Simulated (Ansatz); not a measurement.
Geometry relaxation of MoSi2 (part 2 of 3)

The same run, continued: MoSi2 (P6₃/mmc, 6 atoms in the cell); DFT, PBEsol, plane waves, PAW, no spin polarisation (Ansatz 0.2.0); cutoff 420 eV, 6×6×4 k-mesh, Fermi–Dirac smearing of 0.03 eV. The structure was built on a prototype by a generator.

Geometry of the input (Å; fractional positions):
```
4.0781  0.0000  0.0000
-2.0390  3.5317  0.0000
0.0000  0.0000  5.5459
Si 0.6667  0.3333  0.2500
Si 0.3333  0.6667  0.7500
Si 0.0000  0.0000  0.0000
Si 0.0000  0.0000  0.5000
Mo 0.6667  0.3333  0.7500
Mo 0.3333  0.6667  0.2500
```

Output, continued
```
SCF iter   1: F=—  HF=-12279.769687 eV  |F-HF|=—  |Δ(HF+E_count)|=         —  Δρ=3.16e-5  dr2=1.76e-8  ethr=3.97e-7  ⟨swp⟩=3.0  Hψ=4187  notcnv=0
eigensolver tolerance schedule: the retry pair's looser diagonalisation over-reported the residual by 9938.27 of it (diagonalisation noise at an unbounded share of the residual, at the tolerance the schedule requests for it); recorded, not acted on — ethr = c·dr2/N_el stays at c = 1.0e-1
SCF iter   2: F=—  HF=-12279.769652 eV  |F-HF|=—  |Δ(HF+E_count)|=   3.51e-5  Δρ=1.60e-5  dr2=4.47e-9  ethr=4.00e-11  ⟨swp⟩=2.4  Hψ=1044  notcnv=0
iter 3 did not close the SCF: its close was put off for the readings that it lacked (scf_convergence_deferred on its scf_iter line)
SCF iter   3: F=-12279.769652 eV  HF=-12279.769652 eV  |F-HF|=0.00e0  |Δ(HF+E_count)|=  1.93e-10  Δρ=5.08e-7  dr2=3.06e-11  ethr=1.02e-11  ⟨swp⟩=1.0  Hψ=588  notcnv=0
iter 4 did not close the SCF: its close was put off for the readings that it lacked (scf_convergence_deferred on its scf_iter line)
SCF iter   4: F=-12279.769652 eV  HF=-12279.769652 eV  |F-HF|=3.64e-12  |Δ(HF+E_count)|=  3.64e-12  Δρ=1.39e-7  dr2=4.34e-12  ethr=1.00e-12  ⟨swp⟩=1.0  Hψ=588  notcnv=0
iter 5 did not close the SCF: its close was put off for the readings that it lacked (scf_convergence_deferred on its scf_iter line)
SCF iter   5: F=-12279.769652 eV  HF=-12279.769652 eV  |F-HF|=0.00e0  |Δ(HF+E_count)|=    0.00e0  Δρ=6.14e-8  dr2=9.61e-13  ethr=1.00e-12  ⟨swp⟩=1.0  Hψ=588  notcnv=0
iter 6 did not close the SCF: its close was put off for the readings that it lacked (scf_convergence_deferred on its scf_iter line)
SCF iter   6: F=-12279.769652 eV  HF=-12279.769652 eV  |F-HF|=0.00e0  |Δ(HF+E_count)|=  3.64e-12  Δρ=8.18e-9  dr2=2.43e-14  ethr=1.00e-12  ⟨swp⟩=1.0  Hψ=588  notcnv=0
SCF iter   7: F=-12279.769652 eV  HF=-12279.769652 eV  |F-HF|=3.64e-12  |Δ(HF+E_count)|=  3.64e-12  Δρ=2.21e-9  dr2=1.45e-15  ethr=1.00e-12  ⟨swp⟩=2.2  Hψ=1697  notcnv=0
SCF 9 converged in 7 iterations: F = -12279.769652 eV  dr2 = 1.45e-15
relax step   9: F+E_penalty+E_count = -12279.76965182 eV  Δ(F+E_penalty+E_count) = -2.220e-5 eV  max|allowed force component| = 1.496e-16 eV/Å  Δτ_max = 0.0000 Å  P = +0.001 GPa  Ω = 83.721 Å³  stress off target by 1.86e-3 GPa  SCF on the basis re-selected at this cell (its energy is not comparable with the rows above)  (7 SCF iters)
```

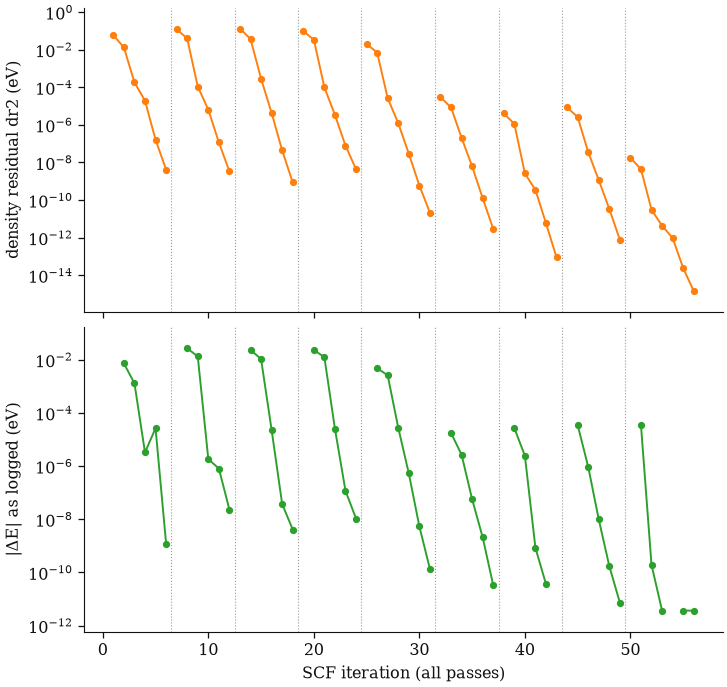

**Figure 1.** Convergence of the self-consistent field: density residual dr2 and size of the energy change against the SCF iteration. The dotted lines part the SCF passes of the relaxation: geometry steps, rejected trials and re-solves on a re-selected basis. The 9 passes take 6 to 7 iterations each, 56 in all.

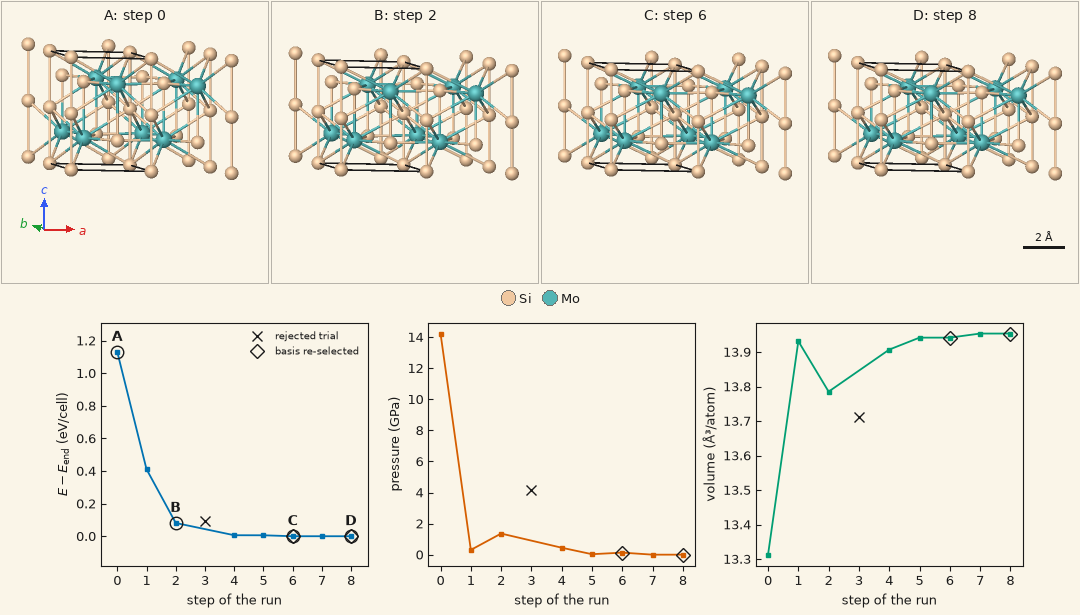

**Figure 2.** Frames of the relaxation (ball-and-stick view of the cell of the calculation, repeated 2 × 2 × 1, seen at an oblique angle) above the curves, on which the letters mark them (the first geometry is step 0 here and step 1 in the log).

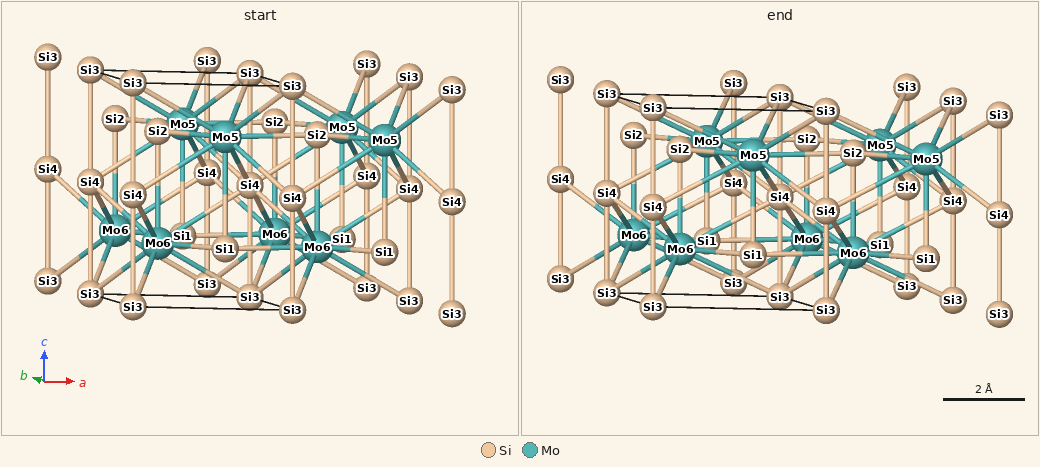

**Figure 3.** Before (left) and after (right) the relaxation, at one scale (ball-and-stick view of the cell of the calculation, repeated 2 × 2 × 1, seen at an oblique angle). The atoms keep their places relative to the cell (all moves are under 0.005 Å). Cell: a = b 4.078 → 4.428 Å (+8.6 %), c 5.546 → 4.932 Å (−11.1 %). Volume +4.8 %. Among the contacts that change: Si1–Mo5 2.773 → 2.466 Å, Si3–Si4 2.773 → 2.466 Å, Si1–Mo6 2.354 → 2.556 Å, Si3–Mo5 2.732 → 2.838 Å. The space group stays P6_3/mmc (No. 194). The energy falls by 1.130 eV per cell of the calculation in 6 geometry steps. All forces vanish by symmetry, so only the cell relaxes. The pressure goes from 14.23 to 0.00 GPa. The line search rejected the trial step at point 3 (counted from 0) and went back. The basis was re-selected once at an unchanged geometry, which shifts the energy a little without any move. The energy change given includes the shifts at the re-selections in mid-walk, which come without any move. A last SCF at the same geometry on a re-selected plane-wave basis shifts the energy by next to nothing (0.0 meV per cell of the calculation). (Atoms are counted from 1 in the order of the input.)

```
basis re-selected at this cell: Δ(F+E_penalty+E_count) = -2.220e-5 eV, ΔP = -0.000 GPa vs the last step (what re-selecting the basis moved, of the pressure what is left beyond the Pulay correction that the steps carried, after the strain that the cell walked since its last selection, with what the two solves' SCF thresholds leave and, on support functions, any second-order correction that the steps lacked; it is no measure of the basis error at this ecutwfc). This SCF's stress stands 1.86e-3 GPa from its target on what of the cell is left free (relax.cell.stress_tol is 5.00e-2 GPa) and its largest allowed force component is 1.50e-16 eV/Å (relax.f_tol is 1.00e-2 eV/Å): within both
SCF converged after 7 iterations
Free energy (F): -12279.769652 eV
Harris-Foulkes:  -12279.769652 eV  (|F-HF|=3.64e-12)
Internal energy: -12279.754196 eV  (E = F + TS)
E sigma→0 (E₀):  -12279.761924 eV
Entropy (-TS):   -0.015456 eV (-2.576 meV/atom)
Fermi energy:    15.552101 eV
--- Per-component energies (eV) ---
  E_band       = -119.740036
  E_kinetic    = 1060.212541
  E_local      = -2328.360344  (includes V_loc(G=0)·N_el)
  E_nonlocal   = 394.025159
  E_hartree    = 854.549320
  E_xc         = -590.842519
  E_vxc        = -653.836289  (∫ρ·V_xc dr)
  E_paw        = -8283.632761  (= ΣΔE_a)
  E_vpaw       = -300.879849  (= ΣTr[D̂ρ^β])
  E_aug_tail   = 0.000106  (compensation charges beyond the density's cutoff)
  E_ewald      = -3386.250539
  E_core_change = 0.544841  (= ΣΔE_core)
  E_smearing   = -0.015456  (= −TS)
  E_closure    = 0.000000  (closes the sum)
  Σ components = -12279.769652   (vs F -12279.769652, Δ=0.00e0)
--- Forces (eV/Å), atoms counted from 1 ---
  atom   1  Si    -0.00000000    -0.00000000     0.00000000
  atom   2  Si     0.00000000     0.00000000    -0.00000000
  atom   3  Si     0.00000000    -0.00000000    -0.00000000
  atom   4  Si     0.00000000    -0.00000000     0.00000000
  atom   5  Mo     0.00000000    -0.00000000     0.00000000
  atom   6  Mo    -0.00000000     0.00000000    -0.00000000
  max |Σ_I F_I| component: 1.85e-17 eV/Å
--- Stress (GPa, compression-positive) ---
        0.001864       0.000000       0.000000
        0.000000       0.001864       0.000000
        0.000000       0.000000       0.000364
  P = ⅓ Tr σ = 0.0014 GPa (0.014 kbar)
--- Band table (eV; the first three rows and the last of 21) ---
  k-point 0: bands = ["-45.4465", "-45.4326", "-19.8754", "-19.7572", "-19.5866", "-19.5866", "-19.5352", "-19.5352", "2.0838", "6.0834", "8.6496", "9.5927", "9.5927", "9.9730", "11.1514", "11.1514", "12.2231", "12.6222", "12.6222", "13.6675", "13.6675", "15.2905", "16.7994", "16.7994", "17.1232", "17.4841", "17.5553", "17.5553"]
  k-point 1: bands = ["-45.4444", "-45.4345", "-19.8607", "-19.7772", "-19.5791", "-19.5791", "-19.5427", "-19.5427", "2.4933", "5.1743", "9.1736", "9.6334", "9.6334", "10.4313", "10.5865", "10.5865", "12.8245", "13.0835", "13.0835", "13.1697", "14.6182", "14.6182", "15.7950", "15.7950", "16.0639", "17.2495", "17.2495", "18.8173"]
  k-point 2: bands = ["-45.4394", "-45.4394", "-19.8217", "-19.8217", "-19.5609", "-19.5609", "-19.5609", "-19.5609", "3.6342", "3.6342", "9.9204", "9.9204", "9.9204", "9.9204", "10.7575", "10.7575", "11.7132", "11.7132", "14.2608", "14.2608", "14.2608", "14.2608", "16.1850", "16.1850", "16.1850", "16.1850", "18.1040", "18.1040"]
  k-point 20: bands = ["-45.4389", "-45.4389", "-19.8319", "-19.8319", "-19.5706", "-19.5706", "-19.5588", "-19.5588", "5.6620", "5.6620", "6.6963", "6.6963", "8.3665", "8.3665", "11.8182", "11.8182", "12.6399", "12.6399", "13.6923", "13.6923", "15.2023", "15.2023", "15.9053", "15.9053", "18.3453", "18.3453", "18.8051", "18.8051"]
--- Relaxed structure (7 steps of the walk, 6 accepted, 2 SCFs on fresh bases) ---
  F+E_penalty+E_count = -12279.76965182 eV   max|allowed force component| = 1.496e-16 eV/Å   (the final SCF, on the basis selected at the relaxed cell)
  cell:  # Å, volume = 83.7210 Å³
    - [4.427503971129861, -3.1340882380415042e-9, 0.0]
    - [-2.213751982850731, 3.8343309159219876, 0.0]
    - [0.0, 0.0, 4.931579474075966]
  atoms:
    - { symbol: Si, position: [0.6666666666666667, 0.33333333333333337, 0.25000000000000006] }
    - { symbol: Si, position: [0.3333333333333333, 0.6666666666666667, 0.7500000000000001] }
    - { symbol: Si, position: [-1.2237890327331506e-34, -4.756416357950886e-34, 2.411601019231978e-36] }
    - { symbol: Si, position: [-7.507569951308984e-34, -2.2115821338906006e-34, 0.5000000000000001] }
    - { symbol: Mo, position: [0.6666666666666667, 0.33333333333333337, 0.7500000000000001] }
    - { symbol: Mo, position: [0.3333333333333333, 0.6666666666666667, 0.25000000000000006] }
```

File rho_z.tsv
```
# z_ang	rho[e/angstrom^3]
# format = ansatz-planar-average/11
# lattice	4.427503971	-0.000000003	0.000000000
# lattice	-2.213751983	3.834330916	0.000000000
# lattice	0.000000000	0.000000000	4.931579474
# sites	6
# site	14	2.213751986	1.278110303	1.232894869
# site	14	0.000000002	2.556220610	3.698684606
# site	14	0.000000000	-0.000000000	0.000000000
# site	14	-0.000000000	-0.000000000	2.465789737
# site	42	2.213751986	1.278110303	3.698684606
# site	42	0.000000002	2.556220610	1.232894869
0.000000	2.789263e-1
0.136988	2.856840e-1
0.273977	3.076254e-1
0.410965	3.525180e-1
0.547953	4.292888e-1
0.684942	5.361651e-1
0.821930	6.562394e-1
0.958918	7.625947e-1
1.095907	8.323803e-1
1.232895	8.560704e-1
1.369883	8.323803e-1
1.506872	7.625947e-1
1.643860	6.562394e-1
1.780848	5.361651e-1
1.917836	4.292888e-1
2.054825	3.525180e-1
2.191813	3.076254e-1
2.328801	2.856840e-1
2.465790	2.789263e-1
2.602778	2.856840e-1
2.739766	3.076254e-1
2.876755	3.525180e-1
3.013743	4.292888e-1
3.150731	5.361651e-1
3.287720	6.562394e-1
3.424708	7.625947e-1
3.561696	8.323803e-1
3.698685	8.560704e-1
3.835673	8.323803e-1
3.972661	7.625947e-1
4.109650	6.562394e-1
4.246638	5.361651e-1
4.383626	4.292888e-1
4.520615	3.525180e-1
4.657603	3.076254e-1
4.794591	2.856840e-1
```

Trajectory as extended XYZ (Å, eV, eV/Å), 9 frames, from step=1 to step=9
```
6
Lattice="4.0781 0.0000 0.0000 -2.0390 3.5317 0.0000 0.0000 0.0000 5.5459" Properties=species:S:1:pos:R:3:forces:R:3 step=1 energy=-12278.63938 pressure_GPa=14.23
Si    2.0390    1.1772    1.3865    0.0000   0.0000   0.0000
Si    0.0000    2.3545    4.1594    0.0000   0.0000   0.0000
Si    0.0000    0.0000    0.0000    0.0000   0.0000   0.0000
Si    0.0000    0.0000    2.7730    0.0000   0.0000   0.0000
Mo    2.0390    1.1772    4.1594    0.0000   0.0000   0.0000
Mo    0.0000    2.3545    1.3865    0.0000   0.0000   0.0000
6
Lattice="4.2548 0.0000 0.0000 -2.1274 3.6848 0.0000 0.0000 0.0000 5.3315" Properties=species:S:1:pos:R:3:forces:R:3 step=2 energy=-12279.35854 pressure_GPa=0.31
Si    2.1274    1.2283    1.3329    0.0000   0.0000   0.0000
Si    0.0000    2.4565    3.9986    0.0000   0.0000   0.0000
Si    0.0000    0.0000    0.0000    0.0000   0.0000   0.0000
Si    0.0000    0.0000    2.6657    0.0000   0.0000   0.0000
Mo    2.1274    1.2283    3.9986    0.0000   0.0000   0.0000
Mo    0.0000    2.4565    1.3329    0.0000   0.0000   0.0000
6
Lattice="4.3419 0.0000 0.0000 -2.1710 3.7602 0.0000 0.0000 0.0000 5.0661" Properties=species:S:1:pos:R:3:forces:R:3 step=3 energy=-12279.68836 pressure_GPa=1.36
Si    2.1710    1.2534    1.2665    0.0000   0.0000   0.0000
Si    0.0000    2.5068    3.7996    0.0000   0.0000   0.0000
Si    0.0000    0.0000    0.0000    0.0000   0.0000   0.0000
Si    0.0000    0.0000    2.5330    0.0000   0.0000   0.0000
Mo    2.1710    1.2534    3.7996    0.0000   0.0000   0.0000
Mo    0.0000    2.5068    1.2665    0.0000   0.0000   0.0000
6
Lattice="4.4504 0.0000 0.0000 -2.2252 3.8542 0.0000 0.0000 0.0000 4.7967" Properties=species:S:1:pos:R:3:forces:R:3 step=4 energy=-12279.67804 pressure_GPa=4.18 accepted=F
Si    2.2252    1.2847    1.1992    0.0000   0.0000   0.0000
Si    0.0000    2.5695    3.5975    0.0000   0.0000   0.0000
Si    0.0000    0.0000    0.0000    0.0000   0.0000   0.0000
Si    0.0000    0.0000    2.3983    0.0000   0.0000   0.0000
Mo    2.2252    1.2847    3.5975    0.0000   0.0000   0.0000
Mo    0.0000    2.5695    1.1992    0.0000   0.0000   0.0000
6
Lattice="4.4202 0.0000 0.0000 -2.2101 3.8280 0.0000 0.0000 0.0000 4.9314" Properties=species:S:1:pos:R:3:forces:R:3 step=5 energy=-12279.76349 pressure_GPa=0.45
Si    2.2101    1.2760    1.2328    0.0000   0.0000   0.0000
Si    0.0000    2.5520    3.6985    0.0000   0.0000   0.0000
Si    0.0000    0.0000    0.0000    0.0000   0.0000   0.0000
Si    0.0000    0.0000    2.4657    0.0000   0.0000   0.0000
Mo    2.2101    1.2760    3.6985    0.0000   0.0000   0.0000
Mo    0.0000    2.5520    1.2328    0.0000   0.0000   0.0000
6
Lattice="4.4253 0.0000 0.0000 -2.2126 3.8324 0.0000 0.0000 0.0000 4.9323" Properties=species:S:1:pos:R:3:forces:R:3 step=6 energy=-12279.76378 pressure_GPa=0.03
Si    2.2126    1.2775    1.2331    0.0000   0.0000   0.0000
Si    0.0000    2.5549    3.6993    0.0000   0.0000   0.0000
Si    0.0000    0.0000    0.0000    0.0000   0.0000   0.0000
Si    0.0000    0.0000    2.4662    0.0000   0.0000   0.0000
Mo    2.2126    1.2775    3.6993    0.0000   0.0000   0.0000
Mo    0.0000    2.5549    1.2331    0.0000   0.0000   0.0000
6
Lattice="4.4253 0.0000 0.0000 -2.2126 3.8324 0.0000 0.0000 0.0000 4.9323" Properties=species:S:1:pos:R:3:forces:R:3 step=7 energy=-12279.76960 pressure_GPa=0.13
Si    2.2126    1.2775    1.2331    0.0000   0.0000   0.0000
Si    0.0000    2.5549    3.6993    0.0000   0.0000   0.0000
Si    0.0000    0.0000    0.0000    0.0000   0.0000   0.0000
Si    0.0000    0.0000    2.4662    0.0000   0.0000   0.0000
Mo    2.2126    1.2775    3.6993    0.0000   0.0000   0.0000
Mo    0.0000    2.5549    1.2331    0.0000   0.0000   0.0000
6
Lattice="4.4275 0.0000 0.0000 -2.2138 3.8343 0.0000 0.0000 0.0000 4.9316" Properties=species:S:1:pos:R:3:forces:R:3 step=8 energy=-12279.76963 pressure_GPa=0.00
Si    2.2138    1.2781    1.2329    0.0000   0.0000   0.0000
Si    0.0000    2.5562    3.6987    0.0000   0.0000   0.0000
Si    0.0000    0.0000    0.0000    0.0000   0.0000   0.0000
Si    0.0000    0.0000    2.4658    0.0000   0.0000   0.0000
Mo    2.2138    1.2781    3.6987    0.0000   0.0000   0.0000
Mo    0.0000    2.5562    1.2329    0.0000   0.0000   0.0000
6
Lattice="4.4275 0.0000 0.0000 -2.2138 3.8343 0.0000 0.0000 0.0000 4.9316" Properties=species:S:1:pos:R:3:forces:R:3 step=9 energy=-12279.76965 pressure_GPa=0.00
Si    2.2138    1.2781    1.2329    0.0000   0.0000   0.0000
Si    0.0000    2.5562    3.6987    0.0000   0.0000   0.0000
Si    0.0000    0.0000    0.0000    0.0000   0.0000   0.0000
Si    0.0000    0.0000    2.4658    0.0000   0.0000   0.0000
Mo    2.2138    1.2781    3.6987    0.0000   0.0000   0.0000
Mo    0.0000    2.5562    1.2329    0.0000   0.0000   0.0000
```

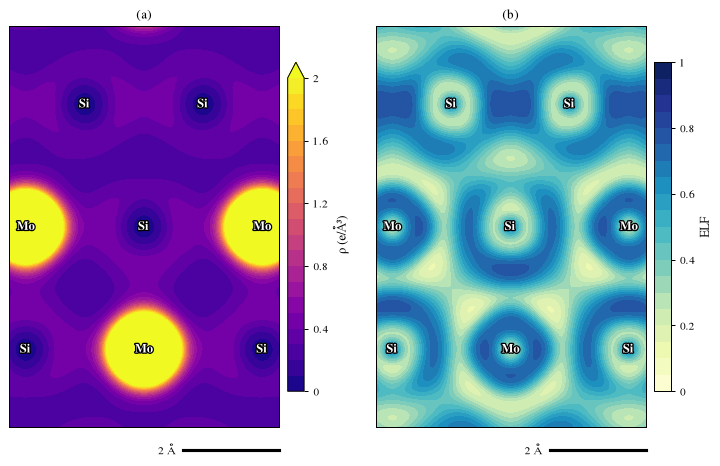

**Figure 4.** (a) valence electron density; (b) electron localisation function on the (110) plane of the conventional cell. The section cuts through Si and Mo sites. Si–Mo (2.47 Å): the density is about 0.49 e/Å³ at the midpoint; the ELF is about 0.45 at the midpoint. Si–Si (2.47 Å): ρ at the midpoint is about 0.43 e/Å³, a local maximum along the line; the ELF peaks at about 0.80 between the atoms (a covalent bond). Si–Mo (2.56 Å): the density is about 0.45 e/Å³ at the midpoint; the ELF is about 0.50 at the midpoint. Si–Mo (2.84 Å): ρ is about 0.28 e/Å³ halfway; the ELF is about 0.35 at the midpoint. Away from the nuclei the density in this plane falls to 0.2 e/Å³ at its lowest. The strong features right at Mo lie inside the PAW spheres (semicore, d or f shells) and say nothing about bonding. Core electrons are frozen (PAW), so the fields are smoothed inside the atomic spheres.
